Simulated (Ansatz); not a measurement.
## Nudged elastic band, with input and output: Si (part 3 of 3)

The same run, continued: Si (defect cell, 17 atoms in the cell); DFT PBE-D3(BJ), scalar-relativistic, plane waves, PAW, PAW set soft_1, no spin polarisation (Ansatz 0.2.0); cutoff 420 eV, 2×2×2 k-mesh, Gaussian smearing of 0.02 eV. It belongs to a series of runs on one base structure; here: band between the two ends.

Geometry of the input (Å; fractional positions):
```
0.0000  5.4300  5.4300
5.4300  0.0000  5.4300
5.4300  5.4300  0.0000
Si 0.0007  0.0003  0.0000
Si 0.1251  0.1250  0.1249
Si 0.0004  0.0000  0.4988
Si 0.1222  0.1216  0.6278
Si 0.0004  0.4989  -0.0002
Si 0.1222  0.6280  0.1213
Si -0.0063  0.5019  0.5017
Si 0.1218  0.6279  0.6277
Si 0.4990  0.0002  -0.0001
Si 0.6285  0.1216  0.1213
Si 0.5024  -0.0071  0.5017
Si 0.6281  0.1215  0.6277
Si 0.5024  0.5020  -0.0074
Si 0.6281  0.6279  0.1212
Si 0.5019  0.5015  0.5013
Si 0.6250  0.6243  0.6240
Si 0.3751  0.3742  0.3739
```

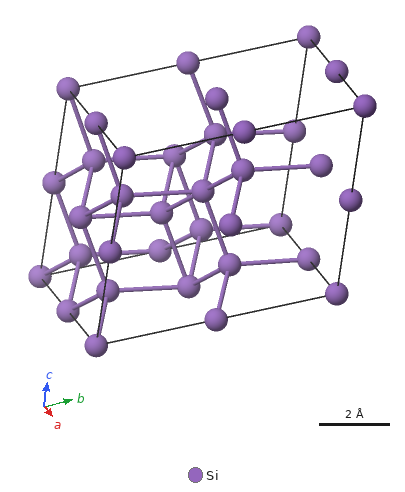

*The input geometry (ball-and-stick view of the cell of the calculation, seen slightly off an axis). An atom can appear more than once, as a periodic image.*

Output, continued
```
  k-point 1: bands = ["-5.3255", "-4.5943", "-3.2083", "-3.0159", "-2.7784", "-2.6082", "-2.5760", "-2.5004", "-0.3698", "-0.2628", "0.1205", "0.1958", "0.3381", "0.3864", "1.4618", "2.4066", "2.4333", "2.7406", "2.7924", "3.1215", "3.1708", "3.1954", "4.1149", "4.1533", "4.2985", "4.3890", "4.4977", "4.5567", "5.6942", "5.7527", "5.7821", "5.8282", "6.3208", "6.8664", "7.4511", "7.8199", "8.1203", "8.2922", "8.5265", "8.5879", "9.6609", "9.6843", "9.8503", "9.8954", "9.9184", "10.5435", "10.7257", "10.7355", "10.7778", "11.2173", "11.3919"]
  k-point 2: bands = ["-5.3280", "-4.5882", "-3.2072", "-3.0237", "-2.7736", "-2.6149", "-2.5726", "-2.5022", "-0.3681", "-0.2671", "0.1224", "0.2090", "0.3299", "0.3866", "1.4701", "2.4089", "2.4429", "2.7383", "2.7763", "3.1260", "3.1646", "3.1886", "4.1056", "4.1575", "4.3005", "4.3962", "4.5042", "4.5577", "5.6895", "5.7444", "5.7915", "5.8165", "6.3234", "6.8560", "7.4554", "7.8156", "8.1310", "8.2949", "8.5256", "8.5863", "9.6647", "9.6765", "9.8582", "9.9009", "9.9148", "10.5430", "10.7271", "10.7577", "10.7829", "11.2156", "11.3895"]
  k-point 7: bands = ["-5.4068", "-4.4603", "-3.0018", "-2.9801", "-2.9588", "-2.5983", "-2.5387", "-2.5349", "-1.1309", "0.0038", "0.1489", "0.1915", "0.3236", "0.3371", "2.3391", "2.4252", "2.7809", "2.9617", "2.9800", "2.9882", "3.0772", "3.0865", "3.5048", "3.5258", "4.4193", "4.4302", "4.5943", "4.7293", "5.7008", "5.7527", "5.8030", "5.9050", "5.9098", "7.1488", "7.5939", "7.6565", "8.3827", "8.3980", "8.4226", "8.6210", "8.7925", "8.8011", "9.0462", "10.2281", "10.2340", "10.6508", "11.0071", "11.0215", "11.2546", "11.2685", "11.5845"]
this run last wrote the band of iteration 8 to [file]
--- NEB band (7 images, 8 band iterations, 537 SCF iterations) ---
  forward barrier  = 0.303643 eV
  backward barrier = 0.303745 eV
  lagrangian_above_aufbau_ev (what the smearing adds, to first order; not taken off the barriers): saddle image -0.001409 eV, end points -0.003837 and -0.003759 eV
  climbing image's point = of a kind that is not told: the force calls were inconclusive, a negative curvature could not be distinguished from the path's own, the only one lies far off the path, or fixed occupations may fill a level only in part (lowest curvatures found: -0.14 and 0.16 eV/Å²)
  energies are F+E_penalty+E_count in eV, relative to image 0
  image     s (Å)  Δ vs image 0  max|band force component| (eV/Å)
      0    0.0000      0.000000                                 —
      1    0.6792      0.170519                          1.006e-2
      2    1.1482      0.281032                          1.317e-2
  *   3    1.5891      0.303643                          1.494e-2
      4    2.0763      0.286738                          1.305e-2
      5    2.5864      0.182789                          1.174e-2
      6    3.3013     -0.000102                                 —
  climbing-image geometry (image 3):
  cell:  # Å, volume = 320.2060 Å³
    - [0.0, 5.43, 5.43]
    - [5.43, 0.0, 5.43]
    - [5.43, 5.43, 0.0]
  atoms:
    - { symbol: Si, position: [0.015378932867136996, 0.016142719346486808, 0.01659838085843596] }
    - { symbol: Si, position: [0.14199735791655174, 0.14158746754387028, 0.14072240238215247] }
    - { symbol: Si, position: [-0.0009738275090050768, -0.0011905130885867315, 0.5101323392189633] }
    - { symbol: Si, position: [0.11572928887204095, 0.11471618381637608, 0.6493056730079095] }
    - { symbol: Si, position: [-0.0009264689656266478, 0.5110887622838235, -0.0013240887122999423] }
    - { symbol: Si, position: [0.1178672971595725, 0.6483830882190602, 0.11446537428041009] }
    - { symbol: Si, position: [-0.025396670504851837, 0.5083621298251968, 0.5095761376515278] }
    - { symbol: Si, position: [0.1114693205981232, 0.626734747999479, 0.626544100819173] }
    - { symbol: Si, position: [0.5116575983015551, -0.0009404689102407993, -0.0010665215046143928] }
    - { symbol: Si, position: [0.6472575279910462, 0.11806823045463727, 0.11626693785906533] }
    - { symbol: Si, position: [0.50811816925241, -0.026771817922277896, 0.5123995843615993] }
    - { symbol: Si, position: [0.6268481123369608, 0.11217465434559082, 0.6267631481294065] }
    - { symbol: Si, position: [0.5102609005297428, 0.5125006874797272, -0.028015544259181846] }
    - { symbol: Si, position: [0.6269752766187157, 0.6269327255515821, 0.11274308628368535] }
    - { symbol: Si, position: [0.48043311808032274, 0.48105282113293846, 0.48143547276436965] }
    - { symbol: Si, position: [0.6074824233421279, 0.6068721925029317, 0.6060783010476891] }
    - { symbol: Si, position: [0.31564315311317687, 0.3148079544194055, 0.3147450008117096] }
```

The last band as extended XYZ (Å, eV, eV/Å)
```
17
Lattice="0.0000 5.4300 5.4300 5.4300 0.0000 5.4300 5.4300 5.4300 0.0000" Properties=species:S:1:pos:R:3:forces:R:3 image=0 energy=-10810.20146
Si    0.0019    0.0042    0.0058    0.0134   0.0144   0.0134
Si    1.3569    1.3572    1.3579   -0.0028  -0.0012  -0.0001
Si    2.7087    2.7105    0.0023   -0.0110  -0.0174   0.0227
Si    4.0693    4.0722    1.3240   -0.0023  -0.0059   0.0109
Si    2.7082    0.0014    2.7113   -0.0091   0.0216  -0.0184
Si    4.0690    1.3221    4.0737   -0.0004   0.0134  -0.0072
Si    5.4494    2.6896    2.6910    0.0009  -0.0030   0.0001
Si    6.8175    4.0699    4.0709   -0.0278  -0.0015  -0.0004
Si    0.0004    2.7088    2.7103    0.0179  -0.0128  -0.0159
Si    1.3187    4.0711    4.0729    0.0220  -0.0009  -0.0042
Si    2.6858    5.4526    2.6895   -0.0057  -0.0023   0.0038
Si    4.0678    6.8187    4.0700   -0.0015  -0.0183   0.0024
Si    2.6855    2.6879    5.4541   -0.0046   0.0015  -0.0015
Si    4.0674    4.0685    6.8200    0.0003   0.0031  -0.0155
Si    5.4452    5.4471    5.4485    0.0105   0.0098   0.0104
Si    6.7782    6.7823    6.7839   -0.0027  -0.0013   0.0004
Si    4.0623    4.0669    4.0689    0.0028   0.0010  -0.0010
17
Lattice="0.0000 5.4300 5.4300 5.4300 0.0000 5.4300 5.4300 5.4300 0.0000" Properties=species:S:1:pos:R:3:forces:R:3 image=1 energy=-10810.03094
Si    0.0994    0.1033    0.1007   -0.0496  -0.0516  -0.0418
Si    1.4527    1.4546    1.4565   -0.0483  -0.0464  -0.0576
Si    2.7609    2.7599    0.0118   -0.0214  -0.0221  -0.0296
Si    4.1301    4.1283    1.3121   -0.0265  -0.0171  -0.0319
Si    2.7636    0.0193    2.7675   -0.0277  -0.0273  -0.0251
Si    4.1284    1.3236    4.1335   -0.0175  -0.0416  -0.0207
Si    5.5289    2.6429    2.6302   -0.1209  -0.0004   0.0199
Si    6.8380    4.0384    4.0349   -0.0399   0.0044   0.0007
Si    0.0107    2.7610    2.7654   -0.0322  -0.0248  -0.0214
Si    1.3127    4.1275    4.1338   -0.0335  -0.0130  -0.0256
Si    2.6340    5.5146    2.6344    0.0068  -0.1068   0.0073
Si    4.0294    6.8313    4.0312    0.0041  -0.0434   0.0046
Si    2.6304    2.6444    5.5379    0.0214   0.0009  -0.1283
Si    4.0362    4.0420    6.8437   -0.0019   0.0014  -0.0415
Si    5.2661    5.2674    5.2675    0.1027   0.0987   0.1042
Si    6.6183    6.6134    6.6214    0.0626   0.0662   0.0626
Si    3.8399    3.8325    3.8437    0.2216   0.2228   0.2242
17
Lattice="0.0000 5.4300 5.4300 5.4300 0.0000 5.4300 5.4300 5.4300 0.0000" Properties=species:S:1:pos:R:3:forces:R:3 image=2 energy=-10809.92043
Si    0.1278    0.1343    0.1262   -0.0120  -0.0132  -0.0104
Si    1.4821    1.4780    1.4861   -0.0090  -0.0110  -0.0100
Si    2.7689    2.7689    0.0307    0.0052   0.0055  -0.0035
Si    4.1431    4.1327    1.3286   -0.0034   0.0035   0.0191
Si    2.7763    0.0332    2.7795    0.0075  -0.0082   0.0047
Si    4.1330    1.3505    4.1407   -0.0037   0.0189  -0.0031
Si    5.6202    2.6314    2.5966    0.0048   0.0054  -0.0084
Si    6.8613    4.0211    4.0205    0.0011   0.0025   0.0007
Si    0.0297    2.7711    2.7732   -0.0031   0.0079   0.0059
Si    1.3340    4.1301    4.1455    0.0164   0.0041  -0.0004
Si    2.6196    5.5927    2.6089   -0.0017  -0.0071  -0.0022
Si    4.0129    6.8573    4.0141   -0.0031  -0.0018  -0.0019
Si    2.6012    2.6286    5.6371   -0.0054   0.0063   0.0046
Si    4.0245    4.0272    6.8663   -0.0053  -0.0016  -0.0010
Si    5.1625    5.1657    5.1620   -0.0058  -0.0096  -0.0087
Si    6.5503    6.5433    6.5535   -0.0081  -0.0064  -0.0069
Si    3.6199    3.6119    3.6278    0.0257   0.0046   0.0216
17
Lattice="0.0000 5.4300 5.4300 5.4300 0.0000 5.4300 5.4300 5.4300 0.0000" Properties=species:S:1:pos:R:3:forces:R:3 image=3 energy=-10809.89782
Si    0.1778    0.1736    0.1712    0.0074   0.0093   0.0081
Si    1.5329    1.5352    1.5399   -0.0011   0.0052   0.0017
Si    2.7636    2.7647   -0.0118    0.0076  -0.0023  -0.0066
Si    4.1486    4.1541    1.2513   -0.0133  -0.0126   0.0072
Si    2.7680   -0.0122    2.7702    0.0034  -0.0061   0.0001
Si    4.1423    1.2616    4.1607   -0.0062   0.0019  -0.0138
Si    5.5274    2.6291    2.6225    0.0056  -0.0018   0.0012
Si    6.8053    4.0074    4.0084    0.0062   0.0025   0.0017
Si   -0.0109    2.7725    2.7732   -0.0074   0.0003   0.0027
Si    1.2724    4.1459    4.1557   -0.0025  -0.0042  -0.0144
Si    2.6370    5.5414    2.6137   -0.0052   0.0004   0.0137
Si    4.0124    6.8071    4.0129    0.0037   0.0087   0.0000
Si    2.6308    2.6186    5.5536    0.0014   0.0111  -0.0040
Si    4.0164    4.0167    6.8087    0.0042  -0.0024   0.0085
Si    5.2263    5.2229    5.2209   -0.0126  -0.0041  -0.0068
Si    6.5863    6.5896    6.5939   -0.0067  -0.0024  -0.0018
Si    3.4185    3.4230    3.4234    0.0155  -0.0036   0.0025
17
Lattice="0.0000 5.4300 5.4300 5.4300 0.0000 5.4300 5.4300 5.4300 0.0000" Properties=species:S:1:pos:R:3:forces:R:3 image=4 energy=-10809.91472
Si    0.2329    0.2317    0.2316   -0.0107  -0.0080  -0.0086
Si    1.6216    1.6221    1.6220    0.0007   0.0033   0.0023
Si    2.7642    2.7650   -0.0739    0.0059   0.0010  -0.0109
Si    4.1621    4.1590    1.1823   -0.0013   0.0015  -0.0019
Si    2.7633   -0.0742    2.7649    0.0075  -0.0109   0.0030
Si    4.1614    1.1822    4.1588   -0.0003  -0.0059   0.0007
Si    5.4585    2.6355    2.6372    0.0030   0.0126   0.0062
Si    6.7566    4.0018    4.0023    0.0038  -0.0094  -0.0078
Si   -0.0753    2.7638    2.7649   -0.0085   0.0048   0.0064
Si    1.1825    4.1584    4.1612   -0.0004  -0.0029  -0.0054
Si    2.6389    5.4567    2.6387    0.0052   0.0003   0.0066
Si    4.0020    6.7565    4.0038   -0.0025   0.0102  -0.0072
Si    2.6396    2.6354    5.4563    0.0033   0.0133   0.0023
Si    4.0006    4.0015    6.7578   -0.0019  -0.0074   0.0090
Si    5.2818    5.2808    5.2835    0.0026   0.0041  -0.0002
Si    6.6413    6.6370    6.6385   -0.0066   0.0029   0.0032
Si    3.2109    3.2115    3.2096    0.0000  -0.0096   0.0022
17
Lattice="0.0000 5.4300 5.4300 5.4300 0.0000 5.4300 5.4300 5.4300 0.0000" Properties=species:S:1:pos:R:3:forces:R:3 image=5 energy=-10810.01867
Si    0.1709    0.1673    0.1662   -0.0572  -0.0528  -0.0529
Si    1.5220    1.5203    1.5198   -0.0967  -0.0967  -0.0958
Si    2.7506    2.7508   -0.0524   -0.0002  -0.0037   0.0370
Si    4.1504    4.1492    1.2579    0.0037   0.0021   0.0915
Si    2.7485   -0.0534    2.7502    0.0019   0.0367  -0.0026
Si    4.1474    1.2565    4.1495    0.0025   0.0943  -0.0003
Si    5.4732    2.6460    2.6485    0.0249   0.0258   0.0233
Si    6.7711    4.0152    4.0166    0.0278   0.0305   0.0294
Si   -0.0507    2.7486    2.7498    0.0356  -0.0010  -0.0024
Si    1.2604    4.1468    4.1478    0.0990  -0.0008  -0.0003
Si    2.6504    5.4719    2.6486    0.0237   0.0273   0.0257
Si    4.0175    6.7721    4.0174    0.0308   0.0256   0.0281
Si    2.6494    2.6473    5.4720    0.0243   0.0273   0.0290
Si    4.0167    4.0155    6.7732    0.0303   0.0294   0.0255
Si    5.3191    5.3178    5.3195    0.0532   0.0567   0.0581
Si    6.6741    6.6710    6.6726    0.0483   0.0495   0.0480
Si    2.9596    2.9556    2.9536   -0.2518  -0.2500  -0.2412
17
Lattice="0.0000 5.4300 5.4300 5.4300 0.0000 5.4300 5.4300 5.4300 0.0000" Properties=species:S:1:pos:R:3:forces:R:3 image=6 energy=-10810.20156
Si    0.0009    0.0017    0.0013   -0.0012  -0.0003  -0.0003
Si    1.3384    1.3333    1.3347   -0.0103  -0.0065  -0.0074
Si    2.7160    2.7130   -0.0363    0.0017  -0.0112   0.0070
Si    4.0958    4.0937    1.3309    0.0010   0.0028   0.0010
Si    2.7157   -0.0385    2.7135    0.0015   0.0094  -0.0086
Si    4.0949    1.3303    4.0930    0.0030  -0.0002   0.0047
Si    5.4613    2.7121    2.7124   -0.0016  -0.0116  -0.0092
Si    6.7807    4.0733    4.0749    0.0083   0.0068   0.0030
Si   -0.0311    2.7135    2.7142    0.0027  -0.0106  -0.0078
Si    1.3323    4.0957    4.0959    0.0045  -0.0032  -0.0034
Si    2.7144    5.4588    2.7132    0.0004  -0.0014  -0.0085
Si    4.0776    6.7786    4.0732    0.0031   0.0108   0.0155
Si    2.7141    2.7127    5.4589    0.0002  -0.0111  -0.0011
Si    4.0780    4.0719    6.7790    0.0003   0.0165   0.0103
Si    5.4298    5.4269    5.4277   -0.0004   0.0028   0.0022
Si    6.7835    6.7796    6.7804   -0.0128   0.0022  -0.0012
Si    2.7160    2.7151    2.7150   -0.0005   0.0048   0.0038
```

Summary

- outcome: converged
- barrier, forward: 0.304 eV
- barrier, backward: 0.304 eV
- electrons treated: 68
- wall time: 8.2 min
- peak memory: 0.81 GiB

Remarks

The k-point mesh is coarse for a cell of this size, so the results may not be converged.
